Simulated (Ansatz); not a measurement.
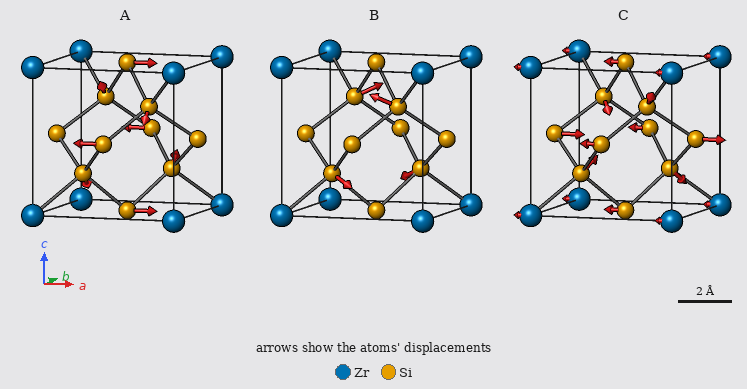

Modes of a crystal of ZrSi7 (a generated structure), space group P-43m (No. 215), at the zone centre (one member of each degenerate set). The red arrows are the displacements of the atoms (eigenvector over the root of the mass), of arbitrary overall length and sign. Style: ball-and-stick. Shown: the cell of the calculation, slightly off an axis.

Theory: DFT PBE, scalar-relativistic, plane waves, PAW (Ansatz).

The frequencies depend somewhat on the k-mesh and the smearing.

Q: Which are infrared-active and which Raman-active?

A: A is T₁, silent by symmetry (neither infrared- nor Raman-active) (100 cm⁻¹). B is E, Raman-active by symmetry (327 cm⁻¹). C is T₂, infrared- and Raman-active by symmetry (378 cm⁻¹). In a metal the free carriers screen the infrared response.
